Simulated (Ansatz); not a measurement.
Structure data:

```cif
data_structure
_symmetry_space_group_name_H-M 'I 4/m m m'
_symmetry_Int_Tables_number 139
_cell_length_a 3.1218
_cell_length_b 3.1218
_cell_length_c 8.4450
_cell_angle_alpha 90.000
_cell_angle_beta 90.000
_cell_angle_gamma 90.000
_cell_volume 82.30
loop_
_atom_site_label
_atom_site_type_symbol
_atom_site_symmetry_multiplicity
_atom_site_Wyckoff_symbol
_atom_site_fract_x
_atom_site_fract_y
_atom_site_fract_z
_atom_site_occupancy
Al1 Al 4 e 0.50000 0.50000 0.15909 1
Ru1 Ru 2 a 0.00000 0.00000 0.00000 1
```

What does this file describe?

Answer. It has the composition Al2Ru. The atoms follow space group I4/mmm (No. 139); the Bravais lattice is body-centred tetragonal. Cell content 4 Al, 2 Ru; Z = 2. With all contacts inside bonding distance counted, the coordination numbers are Al 10 and Ru 10. Not all metal-metal contacts are counted.

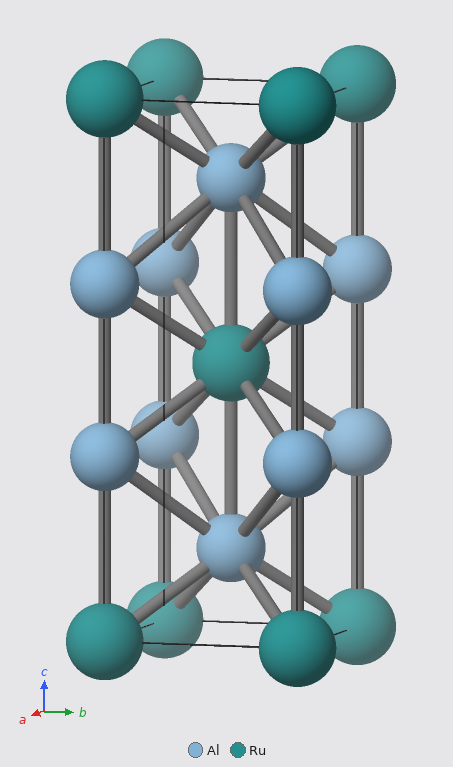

Ball-and-stick representation of a periodic structure, projected slightly off an axis. The wireframe shows the conventional unit cell.

Starting structure: a structure listed in the Materials Project. Earlier steps of the study may have refined or changed the cell and positions. A calculation with Ansatz used it as input.
